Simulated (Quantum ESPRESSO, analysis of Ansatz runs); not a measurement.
## A hop of O in ZrO2 (Pca2_1), charge +2 (Quantum ESPRESSO)

How high is the barrier when O changes place in ZrO2 (Pca2_1)? The case: V_O hop (2.7 Å), charge +2, in a cell of 96 host atoms with 1 O taken out.

Main program and level: Quantum ESPRESSO 7.5; Quantum ESPRESSO plane-wave DFT, PBEsol, GBRV 1.5 PBEsol potentials; nudged elastic band between two relaxed defect structures at fixed charge in a uniform background.

### Step 1. The structure

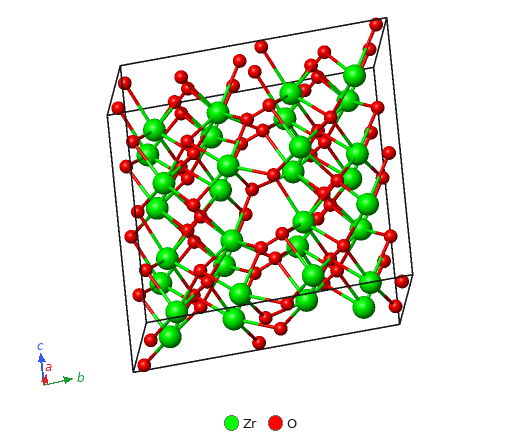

Start, viewed from a free direction; zirconium green, oxygen red. Bonds to atoms that aren't drawn are left out. Some periodic images of atoms are drawn too.

The cell holds 95 atoms: 32 Zr and 63 O. Its edges and angles: a = 10.504 Å, b = 11.377 Å, c = 10.132 Å, α = 90.0°, β = 90.0°, γ = 62.5°. It derives from ZrO2 (space group Pca2_1). Nearest the centre at fractional (0.692, 0.499, 0.554): O90 at 1.38 Å, Zr77 at 1.57 Å, Zr50 at 2.38 Å, O92 at 2.46 Å, O61 at 2.53 Å, O85 at 2.55 Å, Zr79 at 2.65 Å, O91 at 2.83 Å. The cell carries charge +2.

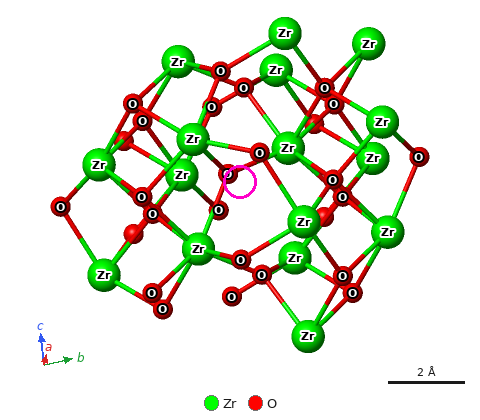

The atoms within 5 Å of the centre. A ring marks the centre wherever it is empty.

The cell's shortest repeat is 10.1 Å.

### Step 2. Relaxation of the start point, charge +2

A barrier is counted from a minimum, so both ends are relaxed first. Small random displacements break the symmetry of the ideal sites, so that the defect can distort if it gains by it. The charge of +2 is set by the electron count, and a uniform background keeps the cell neutral.

pw.in reads:

```
&CONTROL
  calculation = 'relax'
  prefix = 'pwscf'
  outdir = './tmp'
  pseudo_dir = './pseudo'
  tprnfor = .true.
  disk_io = 'low'
  nstep = 70
  forc_conv_thr = 0.0012
  etot_conv_thr = 0.0001
/
&SYSTEM
  ibrav = 0
  nat = 95
  ntyp = 2
  ecutwfc = 36
  ecutrho = 288
  nbnd = 384
  occupations = 'fixed'
  tot_charge = 2
  nosym = .true.
/
&ELECTRONS
  conv_thr = 1d-07
  electron_maxstep = 100
  mixing_beta = 0.5
/
&IONS
  ion_dynamics = 'bfgs'
/
ATOMIC_SPECIES
Zr    91.2240 zr_pbesol_v1.uspp.F.UPF
O     15.9990 o_pbesol_v1.2.uspp.F.UPF
CELL_PARAMETERS angstrom
  10.5038946071    0.0000000000    0.0000000000
   5.2519473035   10.0919161557    0.0000000000
   0.0000000000    0.0000000000   10.1318925420
ATOMIC_POSITIONS crystal
Zr     0.0826338934    0.8662924625    0.3735359934
Zr     0.3326338934    0.3662924625    0.3735359934
[... 1 atom line left out ...]
Zr     0.4460437964    0.6353863701    0.3747543239
[... 7 atom lines left out ...]
O      0.4489388777    0.4667148323    0.3031395688
[... 3 atom lines left out ...]
O      0.4817708402    0.7692990935    0.2497916413
[... 11 atom lines left out ...]
Zr     0.4460321578    0.6358877145    0.8727921755
Zr     0.1673661066    0.6337075375    0.6235359934
[... 1 atom line left out ...]
Zr     0.0496575276    0.3689408657    0.6221946026
Zr     0.3010736440    0.8662924625    0.6235359934
O      0.2510699337    0.7307009065    0.7497916413
O      0.5010699337    0.2307009065    0.7497916413
[... 1 atom line left out ...]
O      0.4488899686    0.4654359325    0.8064502371
[... 3 atom lines left out ...]
O      0.4787991714    0.7715036064    0.7502270377
[... 1 atom line left out ...]
O      0.3321448362    0.4632455191    0.5551350701
[... 2 atom lines left out ...]
O      0.0499078962    0.5330057448    0.5565363662
[... 1 atom line left out ...]
O      0.0189010579    0.2287391000    0.5019930523
O      0.2682291598    0.7307009065    0.4997916413
Zr     0.5826338934    0.8662924625    0.3735359934
Zr     0.8307163671    0.3692277493    0.3735763250
Zr     0.6989263560    0.1337075375    0.3735359934
Zr     0.9489263560    0.6337075375    0.3735359934
Zr     0.6673661066    0.6337075375    0.1235359934
[... 3 atom lines left out ...]
O      0.7510699337    0.7307009065    0.2497916413
O      1.0010699337    0.2307009065    0.2497916413
[... 1 atom line left out ...]
O      0.9482199413    0.4661721817    0.3045021182
O      0.6655761067    0.5336693306    0.3066968641
[... 1 atom line left out ...]
O      0.7334342906    0.2707318035    0.2505939685
[... 9 atom lines left out ...]
Zr     0.5826338934    0.8662924625    0.8735359934
Zr     0.8303779005    0.3660181915    0.8719431207
[... 1 atom line left out ...]
Zr     0.9489263560    0.6337075375    0.8735359934
Zr     0.6662286690    0.6317551168    0.6239645916
Zr     0.9143757765    0.1348520690    0.6246237882
Zr     0.5540790722    0.3647081596    0.6245420008
Zr     0.8010736440    0.8662924625    0.6235359934
O      0.7483148848    0.7332171123    0.7495135002
O      1.0016260100    0.2299767296    0.7526563335
[... 1 atom line left out ...]
O      0.9512254971    0.4621740257    0.8042638691
O      0.6682286202    0.5353863621    0.8027183915
[... 1 atom line left out ...]
O      0.7344290384    0.2673482789    0.7511873338
[... 1 atom line left out ...]
O      0.5838760859    0.9646924913    0.5546728603
O      0.8368556682    0.4624468521    0.5544306767
O      0.4998266464    0.7674865865    0.5021385115
O      0.7517629599    0.2684958224    0.5011235591
O      0.7985685772    0.0353075087    0.5546728603
O      0.5182291598    0.2307009065    0.4997916413
O      0.7678195444    0.7302705143    0.5026488861
K_POINTS gamma
```

Started as:

```sh
OMP_NUM_THREADS=1 mpirun -n 4 pw.x -in pw.in > pw.out
```

The log of the run:

```text
[shortened: banners, details of potentials and solvers, and blank lines are left out]
     gamma-point specific algorithms are used
     one sub-group per band group will be used
     scalapack distributed-memory algorithm (size of sub-group:  2*  2 procs)
     bravais-lattice index     =            0
     lattice parameter (alat)  =      19.8495  a.u.
     unit-cell volume          =    7247.8829 (a.u.)^3
     number of atoms/cell      =           95
     number of atomic types    =            2
     number of electrons       =       760.00
     number of Kohn-Sham states=          384
     kinetic-energy cutoff     =      36.0000  Ry
     charge density cutoff     =     288.0000  Ry
     scf convergence threshold =      1.0E-07
     mixing beta               =       0.5000
     number of iterations used =            8  plain     mixing
     energy convergence thresh.=      1.0E-04
     force convergence thresh. =      1.2E-03
     Exchange-correlation= SLA  PW   PSX  PSC
                           (   1   4  10   8   0   0   0)
     nstep                     =           70
     crystal axes: (cart. coord. in units of alat)
               a(1) = (   1.000000   0.000000   0.000000 )
               a(2) = (   0.500000   0.960779   0.000000 )
               a(3) = (   0.000000   0.000000   0.964584 )
     PseudoPot. # 1 for Zr read from file:
     zr_pbesol_v1.uspp.F.UPF
     Pseudo is Ultrasoft + core correction, Zval = 12.0
[...]
PseudoPot. # 2 for O  read from file:
     o_pbesol_v1.2.uspp.F.UPF
     Pseudo is Ultrasoft + core correction, Zval =  6.0
[...]
atomic species   valence    mass     pseudopotential
     Zr               12.00    91.22400     Zr( 1.00)
     O                 6.00    15.99900     O ( 1.00)
     No symmetry found
     site n.     atom                  positions (alat units)
         1        Zr     tau(   1) = (   0.5157801   0.8323152   0.3603070  )
         2        Zr     tau(   2) = (   0.5157801   0.3519259   0.3603070  )
         3        Zr     tau(   3) = (   0.2657801   0.1284633   0.3603070  )
         4        Zr     tau(   4) = (   0.7637370   0.6104656   0.3614822  )
         5        Zr     tau(   5) = (   0.4842199   0.6088526   0.1191609  )
         6        Zr     tau(   6) = (   0.4842199   0.1284633   0.1191609  )
         7        Zr     tau(   7) = (   0.2342199   0.3519259   0.1191609  )
         8        Zr     tau(   8) = (   0.7342199   0.8323152   0.1191609  )
[...]
number of k points=     1
                       cart. coord. in units 2pi/alat
        k(    1) = (   0.0000000   0.0000000   0.0000000), wk =   2.0000000
     Dense  grid:   299085 G-vectors     FFT dimensions: ( 108, 120, 108)
     Smooth grid:   105679 G-vectors     FFT dimensions: (  75,  90,  75)
     Check: negative core charge=   -0.000003
     starting charge     761.9368, renormalised to     760.0000
     Self-consistent Calculation
     iteration #  1     ecut=    36.00 Ry     beta= 0.50
     total energy              =   -5206.39594174 Ry
     estimated scf accuracy    <      34.85454755 Ry
     iteration #  2     ecut=    36.00 Ry     beta= 0.50
     total energy              =   -5215.56760794 Ry
     estimated scf accuracy    <      18.56008795 Ry
     iteration #  3     ecut=    36.00 Ry     beta= 0.50
     total energy              =   -5219.09738537 Ry
     estimated scf accuracy    <       3.53027111 Ry
[...]
c_bands:  1 eigenvalues not converged
[...]
estimated scf accuracy    <       0.01691750 Ry
[... 160 further cycles ...]
     iteration #  6     ecut=    36.00 Ry     beta= 0.50
     total energy              =   -5219.64474448 Ry
     estimated scf accuracy    <          7.8E-09 Ry
     iteration #  7     ecut=    36.00 Ry     beta= 0.50
     total energy              =   -5219.64474448 Ry
     estimated scf accuracy    <          1.6E-09 Ry
     iteration #  8     ecut=    36.00 Ry     beta= 0.50
     End of self-consistent calculation
          k = 0.0000 0.0000 0.0000 ( 13232 PWs)   bands (ev):
   -36.3266 -36.2252 -36.1867 -36.1787 -36.1727 -36.1499 -36.1347 -36.1300
   -36.1162 -36.1158 -36.0927 -36.0832 -36.0741 -36.0720 -36.0680 -36.0666
   -36.0620 -36.0586 -36.0488 -36.0387 -36.0379 -36.0312 -36.0274 -36.0240
   -36.0205 -36.0161 -36.0148 -36.0134 -36.0079 -36.0024 -35.9921 -35.9784
   -14.9234 -14.8674 -14.8426 -14.8272 -14.7985 -14.7760 -14.7700 -14.7598
   -14.7423 -14.7112 -14.7021 -14.6949 -14.6882 -14.6801 -14.6728 -14.6642
   -14.6587 -14.6450 -14.6382 -14.6358 -14.6135 -14.6013 -14.5876 -14.5827
   -14.5740 -14.5436 -14.5414 -14.5305 -14.5130 -14.5020 -14.4994 -14.4864
[...]
highest occupied, lowest unoccupied level (ev):    11.2718   14.6229
!    total energy              =   -5219.64474448 Ry
     estimated scf accuracy    <          1.2E-10 Ry
     The total energy is the sum of the following terms:
     one-electron contribution =    -891.86294843 Ry
     hartree contribution      =     909.80875069 Ry
     xc contribution           =   -1023.41965644 Ry
     ewald contribution        =   -4214.17089030 Ry
     convergence has been achieved in   8 iterations
     Forces acting on atoms (cartesian axes, Ry/au):
     atom    1 type  1   force =    -0.00005840    0.00008502    0.00022724
     atom    2 type  1   force =    -0.00001782   -0.00015541    0.00053274
     atom    3 type  1   force =     0.00015839   -0.00005050    0.00026666
     atom    4 type  1   force =    -0.00068408    0.00039997    0.00054875
     atom    5 type  1   force =    -0.00053842   -0.00056484   -0.00002415
     atom    6 type  1   force =     0.00039181   -0.00002566    0.00020754
     atom    7 type  1   force =    -0.00009341   -0.00016549    0.00006968
     atom    8 type  1   force =     0.00003863   -0.00036451    0.00005303
[...]
Total force =     0.006396     Total SCF correction =     0.000042
     Energy error            =      8.6E-05 Ry
     Gradient error          =      1.3E-03 Ry/Bohr
     number of scf cycles    =  20
     number of bfgs steps    =  19
     energy             old  =   -5219.6446586851 Ry
     energy             new  =   -5219.6447444770 Ry
     CASE: energy            _new < energy            _old
     new trust radius        =       0.0109787891 bohr
     new conv_thr            =       0.0000000010 Ry
ATOMIC_POSITIONS (crystal)
Zr               0.0806043695        0.8694073983        0.3748535152
Zr               0.3322387267        0.3673532823        0.3744378537
Zr               0.1980276416        0.1341888599        0.3719560385
Zr               0.4376477041        0.6419645157        0.3577333238
Zr               0.1667113259        0.6341845248        0.1223929699
Zr               0.4171329655        0.1351034751        0.1257273854
Zr               0.0505210408        0.3669918994        0.1241263911
Zr               0.2985561440        0.8701544562        0.1194816444
[...]
Check: negative core charge=   -0.000003
     Self-consistent Calculation
     iteration #  1     ecut=    36.00 Ry     beta= 0.50
     total energy              =   -5219.64480268 Ry
     estimated scf accuracy    <       0.00006845 Ry
     iteration #  2     ecut=    36.00 Ry     beta= 0.50
     total energy              =   -5219.64480808 Ry
     estimated scf accuracy    <       0.00000783 Ry
     iteration #  3     ecut=    36.00 Ry     beta= 0.50
     total energy              =   -5219.64480940 Ry
     estimated scf accuracy    <       0.00000164 Ry
[...]
estimated scf accuracy    <       0.00000015 Ry
     iteration #  5     ecut=    36.00 Ry     beta= 0.50
     total energy              =   -5219.64480972 Ry
     estimated scf accuracy    <       0.00000004 Ry
     iteration #  6     ecut=    36.00 Ry     beta= 0.50
     total energy              =   -5219.64480973 Ry
     estimated scf accuracy    <          3.8E-09 Ry
     iteration #  7     ecut=    36.00 Ry     beta= 0.50
     End of self-consistent calculation
          k = 0.0000 0.0000 0.0000 ( 13232 PWs)   bands (ev):
   -36.3294 -36.2246 -36.1876 -36.1794 -36.1736 -36.1496 -36.1351 -36.1291
   -36.1174 -36.1153 -36.0930 -36.0818 -36.0731 -36.0702 -36.0671 -36.0660
   -36.0600 -36.0564 -36.0479 -36.0382 -36.0369 -36.0303 -36.0273 -36.0241
   -36.0202 -36.0164 -36.0139 -36.0133 -36.0071 -36.0019 -35.9919 -35.9794
   -14.9241 -14.8681 -14.8425 -14.8277 -14.7986 -14.7763 -14.7706 -14.7599
   -14.7425 -14.7108 -14.7019 -14.6945 -14.6877 -14.6797 -14.6724 -14.6640
   -14.6583 -14.6446 -14.6379 -14.6352 -14.6132 -14.6011 -14.5873 -14.5824
   -14.5738 -14.5432 -14.5417 -14.5306 -14.5125 -14.5019 -14.4993 -14.4867
[...]
highest occupied, lowest unoccupied level (ev):    11.2722   14.6257
!    total energy              =   -5219.64480973 Ry
     estimated scf accuracy    <          9.2E-10 Ry
     The total energy is the sum of the following terms:
     one-electron contribution =    -891.81930645 Ry
     hartree contribution      =     909.79195499 Ry
     xc contribution           =   -1023.42290982 Ry
     ewald contribution        =   -4214.19454844 Ry
     convergence has been achieved in   7 iterations
     Forces acting on atoms (cartesian axes, Ry/au):
     atom    1 type  1   force =     0.00001810    0.00024022   -0.00005753
     atom    2 type  1   force =    -0.00008956   -0.00043834    0.00047503
     atom    3 type  1   force =    -0.00012983    0.00009296   -0.00013416
     atom    4 type  1   force =    -0.00017450    0.00019378    0.00019949
     atom    5 type  1   force =    -0.00047682   -0.00042176    0.00000078
     atom    6 type  1   force =     0.00045817   -0.00016873    0.00009830
     atom    7 type  1   force =     0.00008160   -0.00025703   -0.00007435
     atom    8 type  1   force =     0.00002577   -0.00019184   -0.00007772
[...]
Total force =     0.005735     Total SCF correction =     0.000142
     Energy error            =      6.5E-05 Ry
     Gradient error          =      1.2E-03 Ry/Bohr
     bfgs converged in  21 scf cycles and  20 bfgs steps
     (criteria: energy <  1.0E-04 Ry, force <  1.2E-03 Ry/Bohr)
     End of BFGS Geometry Optimization
     Final energy             =   -5219.6448097266 Ry
Begin final coordinates
ATOMIC_POSITIONS (crystal)
Zr               0.0806043695        0.8694073983        0.3748535152
Zr               0.3322387267        0.3673532823        0.3744378537
Zr               0.1980276416        0.1341888599        0.3719560385
Zr               0.4376477041        0.6419645157        0.3577333238
Zr               0.1667113259        0.6341845248        0.1223929699
Zr               0.4171329655        0.1351034751        0.1257273854
Zr               0.0505210408        0.3669918994        0.1241263911
Zr               0.2985561440        0.8701544562        0.1194816444
[...]
End final coordinates
   JOB DONE.
```

The job ended after 28 min (4 MPI ranks of Arm Neoverse V1, shared host; peak memory 2 GiB).

Relaxation path:

| step | energy less that of the first step (eV) |
| --- | --- |
| 0 | 0.0000 |
| 1 | -1.8099 |
| 2 | -2.2693 |
| 3 | -2.4658 |
| 4 | -2.6036 |
| 5 | -2.6921 |
| 6 | -2.7330 |
| 7 | -2.7737 |
| 8 | -2.7946 |
| 9 | -2.8127 |
| 10 | -2.8262 |
| 11 | -2.8372 |
| 12 | -2.8455 |
| 13 | -2.8516 |
| 14 | -2.8556 |
| 15 | -2.8583 |
| 16 | -2.8604 |
| 17 | -2.8622 |
| 18 | -2.8637 |
| 19 | -2.8649 |
| 20 | -2.8657 |

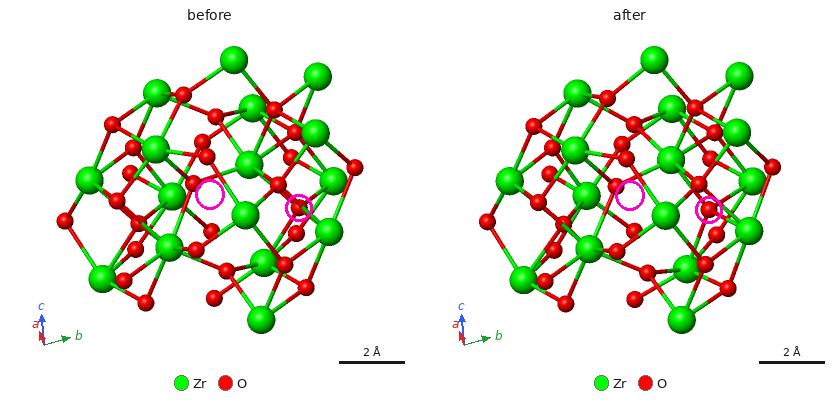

Before and after: the atoms that start within 5 Å of the centre. O91, which moves most, is ringed if it is among them. A ring with no atom in it marks the empty centre.

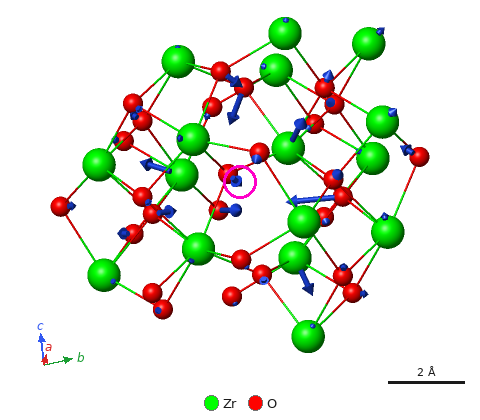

Displacements in the relaxation near the centre, exaggerated; the longest in the cell stands for 0.33 Å. A ring marks the centre wherever it is empty.

The atoms that moved most (Å):

| atom | dx | dy | dz | length |
| --- | --- | --- | --- | --- |
| O91 | -0.006 | -0.329 | -0.002 | 0.329 |
| O42 | 0.289 | 0.104 | -0.063 | 0.313 |
| Zr77 | 0.221 | 0.078 | 0.106 | 0.257 |
| Zr79 | -0.125 | -0.192 | 0.107 | 0.253 |
| O85 | -0.136 | -0.090 | -0.176 | 0.240 |
| Zr4 | -0.054 | 0.066 | -0.172 | 0.192 |
| O92 | -0.112 | 0.131 | 0.026 | 0.174 |
| O84 | -0.057 | 0.103 | -0.076 | 0.140 |

Neighbours of O90 at the end:

| atom | distance (Å) |
| --- | --- |
| Zr77 | 2.013 |
| Zr50 | 2.127 |
| Zr31 | 2.216 |
| O47 | 2.562 |
| O92 | 2.744 |
| O84 | 2.790 |
| O60 | 2.814 |
| O45 | 2.830 |
| O85 | 2.844 |
| O95 | 2.844 |

This step gave:

```
highest filled level                                                                              : 11.27 eV
lowest empty level                                                                                : 14.63 eV
r.m.s. move of the farther half of the atoms                                                      : 0.04015 Å
largest move from the ideal geometry of this structure, a common shift of the far atoms taken out : 0.3533 Å
```

The relaxation gained 2.866 eV and ended with a largest force component of 0.030 eV/Å.

(Part 1 of 3 ends here.)

[Logs are printed without paths, hosts, clocks, repeated set-up lines and the standing remarks that a program may print on its own settings, such as how far it seeks lower states.]

[Hosts, paths, dates, database ids (printed as entryN), source tags and the programs' standing remarks are cut or masked in the printed files.]
